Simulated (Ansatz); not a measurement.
# Geometry relaxation, with input and output: WSi6 (part 1 of 3)

WSi6 (slab, 7 atoms in the cell), computed with DFT PBEsol, scalar-relativistic, plane waves, PAW, spin-polarised (Ansatz 0.2.0).

The structure derives from a Materials Project entry. The input holds or restrains some coordinates. Forces given for the steps count only the free coordinates. It belongs to a series of runs on one base structure; here: W over the place (0/6, 0/6) of the surface cell, its height relaxed. Figures and captions count atoms from 1; the log counts them from 0 in places.

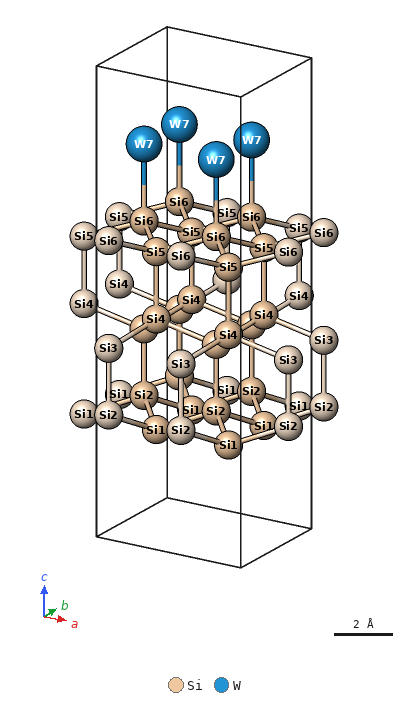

Figure 1. The structure as given in the input (ball-and-stick view of the 2 × 2 repeat of the cell, with the vacuum cut short, seen slightly off an axis; neighbours outside the cell are drawn fainter; atoms are numbered from 1 in the order of the input). An atom can appear more than once, as a periodic image. Near neighbours in the periodic cell (some may lie outside the picture): Si has 3 Si at 2.35 Å; Si has 4 Si at 2.31 to 2.39 Å; Si has 3 Si at 2.31 Å and 1 W at 2.74 Å; W has 1 Si at 2.74 Å.

The input:
```yaml
crystal:
  lattice:
    - [3.8248883545, 0.0, 0.0]
    - [-1.9124441773, 3.3124504817, 0.0]
    - [0.0, 0.0, 26.1211317213]
  atoms:
    - { symbol: Si, position: [0.6666666667, 0.3333333333, 0.325407034] }
    - { symbol: Si, position: [0.3333333333, 0.6666666667, 0.3559122531] }
    - { symbol: Si, position: [0.3333333333, 0.6666666667, 0.44646421] }
    - { symbol: Si, position: [0.6666666667, 0.3333333333, 0.4756407863] }
    - { symbol: Si, position: [0.6666666667, 0.3333333333, 0.5672640819] }
    - { symbol: Si, position: [0.3333333333, 0.6666666667, 0.592936641] }
    - { symbol: W, position: [0.3333333333, 0.6666666667, 0.6978325555], spin: 4.0 }
basis:
  ecutwfc: 420
kpoints:
  mp_grid: { grid: [9, 9, 1] }
hamiltonian:
  xc: pbesol
scf:
  occupations: { method: gaussian, width: 0.05 }
output:
  forces: true
  eigenvalues: true
  populations: true
  write_density: true
  write_potential: true
  elf: true
  volumetric_format: npy
magnetization:
  spin_polarized: true
relax:
  adjacent_minimum: "off"
  f_tol: 0.02
  max_steps: 25
  constraints: [{ sites: [0, 1, 2, 3, 4, 5] }, { site: 6, fix: xy }]
efield:
  axis: 3
  dipole_correction: true
  ramp_width: 0.04
```

Launched with:
```bash
ansatz run input.yaml --threads 1 --pin off --max-ram 2560MiB --backend cpu --events-out ev --progress --plain --runs-dir out
```

What the program printed:
```
Engine: ansatz 0.2.0, aarch64-unknown-linux-gnu
Pseudopotentials: kind: paw
Pseudopotential: Si, paw, valence charge 4, recommended cutoff 420 eV (normal), Si.paw.azcp
Pseudopotential: W, paw, valence charge 14, recommended cutoff 420 eV (normal), W.paw.azcp
Functional definition: PBEsol
  exchange = pbesol_x
  correlation = pbesol_c
Crystal: 7 atoms, lattice volume = 330.948 Å³
Basis set: ecut = 420 eV, 6459 PW (Γ), exchange–correlation on 54×54×360 points (8 copies of the dense FFT grid, shifted against one another)
Bands: 28, of which v1, the nominal top of the filled ones, is band 19 counted from 1 (18 counted from 0)
Symmetry: 6 space group operations
k-points: 12 of 81 (time reversal used)
Non-local potential: Si, projectors of the file, l = 0: 2, l = 1: 2, l = 2: 2
Non-local potential: W, projectors of the file, l = 0: 3, l = 1: 2, l = 2: 2, l = 3: 1
PAW form: soft (Blöchl's): semilocal exchange-correlation on the pseudo side does not see the compensation charge
PAW frozen core: Si, regenerated for the run's functional, and the local potential with it (the file was generated under x = pbe(κ = 0.804, μ = 0.2195149727645171), c = pbe(β = 0.06672455060314922))
PAW frozen core: W, regenerated for the run's functional, and the local potential with it (the file was generated under x = pbe(κ = 0.804, μ = 0.2195149727645171), c = pbe(β = 0.06672455060314922))
PAW one-centre angular grid: Si, 110 points (default); XC on 64 Gauss nodes
PAW one-centre angular grid: W, 590 points (default); XC on 64 Gauss nodes
Initial density: superposition of atomic densities (neutral atoms: chi_scale 0, normalization atom)
Starting moments: Σ|m| = 4 μB on 1 of 7 sites
Initial wavefunctions: pseudopotential atomic-orbital guess
Functional: x = pbesol(κ = 0.804, μ = 0.12345679012345678), c = pbesol(β = 0.046)
SCF iter   1: F=—  HF=-13978.378074 eV  |F-HF|=—  |Δ(HF+E_count)|=         —  Δρ=1.82e-2 (↑1.82e-2 ↓1.48e-2)  dr2=2.71e1  dr2_m=1.10e-1  M=3.833 μB ∫|m|=3.904 μB  β_m=1.00  ethr=3.10e-3  p=-0.000 e·Å  D=-3.52e-7 V/Å  ΔV_dip=0.00 eV  dr2_dipole=1.48e1  V_vac-E_F(+/−)=6.11/6.11 eV  ⟨swp⟩=10.2  Hψ=4234  notcnv=0
Mixer restart at iter 1: flushing history
efield: sawtooth ramp at fractional position 0.9916 (placed from the atoms, in the widest stretch of the axis that holds none; the zero of the levels goes with the place), width 0.0400; the density the first Hamiltonian is built on has a dipole p = -0.000 e·Å; the dipole correction subtracts the counter field D = -3.52e-7 V/Å, which shifts the + side's vacuum level by +0.00 eV against the − side's; the planar-averaged density in the ramp window peaks in size at 1.0e-6 e/Å³
preconditioner: auto → LDOS  [metal: Δε(μ)=0.031 eV  Ē_g=6.838 eV  σ=0.050 eV  W_gap=0.32  n_scr=20 (ndim 8)  ℏωp=11.2 eV  f_vac=0.458  D(μ)=2.09/eV (n_scr^D=8)]
spin=Collinear: LDOS preconditioning applied to the charge; magnetization (m = ρ↑ − ρ↓) channel mixes plain (no charge-response kernel on spin).
SCF iter   2: F=—  HF=-13977.364006 eV  |F-HF|=—  |Δ(HF+E_count)|=    1.01e0  Δρ=1.01e-2 (↑9.77e-3 ↓1.01e-2)  dr2=2.54e0  dr2_m=5.06e-3  M=3.875 μB ∫|m|=3.990 μB  β_m=0.40  ethr=3.10e-3  p=0.100 e·Å  D=5.48e-2 V/Å  ΔV_dip=-1.43 eV  dr2_dipole=5.56e-2  V_vac-E_F(+/−)=4.53/5.97 eV  ⟨swp⟩=3.0  Hψ=1186  notcnv=0  defer=62
density mixer auto → msr1: a metal under ldos (density of states about μ 0.99 of a free-electron gas's, 20 screened modes)
SCF iter   3: F=—  HF=-13977.125406 eV  |F-HF|=—  |Δ(HF+E_count)|=   2.39e-1  Δρ=6.20e-3 (↑5.28e-3 ↓6.20e-3)  dr2=1.74e0  dr2_m=5.98e-3  M=3.903 μB ∫|m|=4.036 μB  β_m=0.68  ethr=3.10e-3  p=0.121 e·Å  D=6.62e-2 V/Å  ΔV_dip=-1.73 eV  dr2_dipole=7.81e-1  V_vac-E_F(+/−)=4.00/5.73 eV  ⟨swp⟩=1.8  Hψ=798  notcnv=0  defer=70
SCF iter   4: F=—  HF=-13977.099229 eV  |F-HF|=—  |Δ(HF+E_count)|=   2.62e-2  Δρ=3.61e-3 (↑2.60e-3 ↓3.61e-3)  dr2=4.77e-1  dr2_m=6.55e-3  M=4.064 μB ∫|m|=4.202 μB  β_m=0.77  ethr=3.10e-3  p=0.094 e·Å  D=5.15e-2 V/Å  ΔV_dip=-1.34 eV  dr2_dipole=1.36e-1  V_vac-E_F(+/−)=4.06/5.40 eV  ⟨swp⟩=1.6  Hψ=797  notcnv=0  defer=63
SCF iter   5: F=—  HF=-13977.122717 eV  |F-HF|=—  |Δ(HF+E_count)|=   2.35e-2  Δρ=2.02e-3 (↑1.47e-3 ↓2.02e-3)  dr2=1.44e-1  dr2_m=5.16e-3  M=4.333 μB ∫|m|=4.477 μB  β_m=0.79  ethr=1.26e-3  p=0.071 e·Å  D=3.88e-2 V/Å  ΔV_dip=-1.01 eV  dr2_dipole=3.54e-2  V_vac-E_F(+/−)=3.99/5.01 eV  ⟨swp⟩=2.4  Hψ=1001  notcnv=0  defer=60
SCF iter   6: F=—  HF=-13977.134867 eV  |F-HF|=—  |Δ(HF+E_count)|=         —  Δρ=8.47e-4 (↑8.47e-4 ↓4.30e-4)  dr2=2.51e-2  dr2_m=5.64e-4  M=4.386 μB ∫|m|=4.558 μB  β_m=0.79  ethr=3.79e-4  p=0.063 e·Å  D=3.46e-2 V/Å  ΔV_dip=-0.90 eV  dr2_dipole=1.38e-2  V_vac-E_F(+/−)=3.90/4.81 eV  ⟨swp⟩=3.1  Hψ=1228  notcnv=0  defer=65
SCF iter   7: F=—  HF=-13977.134883 eV  |F-HF|=—  |Δ(HF+E_count)|=   1.65e-5  Δρ=4.04e-4 (↑4.04e-4 ↓1.97e-4)  dr2=5.82e-3  dr2_m=1.67e-4  M=4.387 μB ∫|m|=4.560 μB  β_m=0.89  ethr=6.59e-5  p=0.059 e·Å  D=3.23e-2 V/Å  ΔV_dip=-0.84 eV  dr2_dipole=2.97e-3  V_vac-E_F(+/−)=3.93/4.77 eV  ⟨swp⟩=1.6  Hψ=783  notcnv=0  defer=62
SCF iter   8: F=—  HF=-13977.135317 eV  |F-HF|=—  |Δ(HF+E_count)|=   4.34e-4  Δρ=1.41e-4 (↑1.41e-4 ↓1.04e-4)  dr2=5.99e-4  dr2_m=1.61e-5  M=4.388 μB ∫|m|=4.559 μB  β_m=0.78  ethr=1.53e-5  p=0.058 e·Å  D=3.16e-2 V/Å  ΔV_dip=-0.83 eV  dr2_dipole=1.36e-4  V_vac-E_F(+/−)=3.93/4.76 eV  ⟨swp⟩=2.3  Hψ=953  notcnv=0  defer=62
SCF iter   9: F=—  HF=-13977.135247 eV  |F-HF|=—  |Δ(HF+E_count)|=   7.05e-5  Δρ=3.81e-5 (↑3.53e-5 ↓3.81e-5)  dr2=4.19e-5  dr2_m=2.37e-6  M=4.387 μB ∫|m|=4.559 μB  β_m=0.75  ethr=1.58e-6  p=0.057 e·Å  D=3.12e-2 V/Å  ΔV_dip=-0.81 eV  dr2_dipole=9.49e-6  V_vac-E_F(+/−)=3.94/4.75 eV  ⟨swp⟩=2.0  Hψ=939  notcnv=0  defer=62
SCF iter  10: F=—  HF=-13977.135250 eV  |F-HF|=—  |Δ(HF+E_count)|=   3.01e-6  Δρ=1.70e-5 (↑1.70e-5 ↓1.41e-5)  dr2=1.79e-5  dr2_m=2.69e-7  M=4.388 μB ∫|m|=4.559 μB  β_m=0.69  ethr=1.10e-7  p=0.057 e·Å  D=3.12e-2 V/Å  ΔV_dip=-0.81 eV  dr2_dipole=7.71e-6  V_vac-E_F(+/−)=3.94/4.75 eV  ⟨swp⟩=2.0  Hψ=1001  notcnv=0  defer=62
SCF iter  11: F=-13977.135246 eV  HF=-13977.135250 eV  |F-HF|=3.77e-6  |Δ(HF+E_count)|=   2.40e-7  Δρ=6.79e-6 (↑6.50e-6 ↓6.79e-6)  dr2=2.90e-6  dr2_m=4.19e-8  M=4.388 μB ∫|m|=4.559 μB  ethr=2.63e-8  p=0.057 e·Å  D=3.11e-2 V/Å  ΔV_dip=-0.81 eV  dr2_dipole=1.41e-6  V_vac-E_F(+/−)=3.94/4.75 eV  ⟨swp⟩=24.4  Hψ=6697  notcnv=0
SCF 1 converged in 11 iterations: F = -13977.135246 eV  dr2 = 2.90e-6
  greatest PAW one-centre occupation: 1.000 electrons in one spin orbital (limit 2), on the W atom at site 6 (counted from 0), in its partial waves of l = 0
relax step   1: F+E_penalty+E_count = -13977.13524641 eV  Δ(F+E_penalty+E_count) = +0.000e0 eV  max|allowed force component| = 1.492e0 eV/Å  Δτ_max = 0.0000 Å  (11 SCF iters, dr2 threshold 1.00e-5 eV, accepted)
Initial density: handed on by an earlier stage of this run
Starting moments: Σ|m| = 4 μB on 1 of 7 sites; this step starts from the density that it was given
Initial wavefunctions: those handed on with the density
iter 1 solved again at ethr=2.64e-4 eV; its pass at ethr=3.10e-3 eV (dr2=1.00e-1 eV) is discarded
SCF iter   1: F=—  HF=-13977.142895 eV  |F-HF|=—  |Δ(HF+E_count)|=         —  Δρ=1.28e-2 (↑1.28e-2 ↓1.10e-2)  dr2=1.09e-1  dr2_m=4.10e-1  M=4.144 μB ∫|m|=4.264 μB  β_m=1.00  ethr=2.64e-4  p=0.057 e·Å  D=3.11e-2 V/Å  ΔV_dip=-0.81 eV  dr2_dipole=4.25e-4  V_vac-E_F(+/−)=3.87/4.69 eV  ⟨swp⟩=1.8  Hψ=3029  notcnv=0  defer=61
efield: sawtooth ramp at fractional position 0.9916 (handed on by an earlier solve), width 0.0400; the density the first Hamiltonian is built on has a dipole p = 0.057 e·Å; the dipole correction subtracts the counter field D = 3.11e-2 V/Å, which shifts the + side's vacuum level by -0.81 eV against the − side's; the planar-averaged density in the ramp window peaks in size at 1.1e-6 e/Å³
preconditioner: auto → LDOS  [metal: Δε(μ)=0.023 eV  Ē_g=6.407 eV  σ=0.050 eV  W_gap=0.25  n_scr=20 (ndim 8)  ℏωp=11.2 eV  f_vac=0.475  D(μ)=6.19/eV (n_scr^D=14)]
spin=Collinear: LDOS preconditioning applied to the charge; magnetization (m = ρ↑ − ρ↓) channel mixes plain (no charge-response kernel on spin).
SCF iter   2: F=—  HF=-13977.386863 eV  |F-HF|=—  |Δ(HF+E_count)|=   2.44e-1  Δρ=2.54e-3 (↑2.54e-3 ↓1.74e-3)  dr2=3.95e-2  dr2_m=5.21e-3  M=4.050 μB ∫|m|=4.162 μB  β_m=0.32  ethr=2.64e-4  p=0.058 e·Å  D=3.19e-2 V/Å  ΔV_dip=-0.83 eV  dr2_dipole=1.59e-5  V_vac-E_F(+/−)=3.85/4.68 eV  ⟨swp⟩=2.9  Hψ=1337  notcnv=0  defer=67
density mixer auto → msr1: a metal under ldos (density of states about μ 1.02 of a free-electron gas's, 20 screened modes)
SCF iter   3: F=—  HF=-13977.378192 eV  |F-HF|=—  |Δ(HF+E_count)|=   8.67e-3  Δρ=1.23e-3 (↑1.09e-3 ↓1.23e-3)  dr2=8.38e-3  dr2_m=1.16e-3  M=4.054 μB ∫|m|=4.166 μB  β_m=0.50  ethr=1.04e-4  p=0.060 e·Å  D=3.30e-2 V/Å  ΔV_dip=-0.86 eV  dr2_dipole=1.94e-5  V_vac-E_F(+/−)=3.81/4.67 eV  ⟨swp⟩=2.1  Hψ=898  notcnv=0  defer=68
SCF iter   4: F=—  HF=-13977.375476 eV  |F-HF|=—  |Δ(HF+E_count)|=   2.72e-3  Δρ=3.50e-4 (↑3.50e-4 ↓3.23e-4)  dr2=8.01e-4  dr2_m=9.75e-5  M=4.065 μB ∫|m|=4.180 μB  β_m=0.60  ethr=2.21e-5  p=0.059 e·Å  D=3.21e-2 V/Å  ΔV_dip=-0.84 eV  dr2_dipole=2.00e-5  V_vac-E_F(+/−)=3.83/4.67 eV  ⟨swp⟩=2.5  Hψ=1043  notcnv=0  defer=68
SCF iter   5: F=—  HF=-13977.375823 eV  |F-HF|=—  |Δ(HF+E_count)|=   3.47e-4  Δρ=1.14e-4 (↑1.14e-4 ↓1.06e-4)  dr2=6.49e-5  dr2_m=2.72e-5  M=4.072 μB ∫|m|=4.188 μB  β_m=0.69  ethr=2.11e-6  p=0.058 e·Å  D=3.16e-2 V/Å  ΔV_dip=-0.82 eV  dr2_dipole=4.07e-7  V_vac-E_F(+/−)=3.84/4.67 eV  ⟨swp⟩=2.2  Hψ=937  notcnv=0  defer=68
SCF iter   6: F=-13977.375906 eV  HF=-13977.375909 eV  |F-HF|=2.14e-6  |Δ(HF+E_count)|=   8.60e-5  Δρ=3.56e-5 (↑3.14e-5 ↓3.56e-5)  dr2=1.29e-5  dr2_m=2.41e-6  M=4.072 μB ∫|m|=4.189 μB  ethr=1.71e-7  p=0.057 e·Å  D=3.12e-2 V/Å  ΔV_dip=-0.82 eV  dr2_dipole=3.77e-7  V_vac-E_F(+/−)=3.85/4.67 eV  ⟨swp⟩=19.8  Hψ=7098  notcnv=0
SCF 2 converged in 6 iterations: F = -13977.375906 eV  dr2 = 1.29e-5
relax step   2: F+E_penalty+E_count = -13977.37590639 eV  Δ(F+E_penalty+E_count) = -2.407e-1 eV  max|allowed force component| = 8.559e-1 eV/Å  Δτ_max = 0.1950 Å  (6 SCF iters, dr2 threshold 1.00e-4 eV, accepted)
```
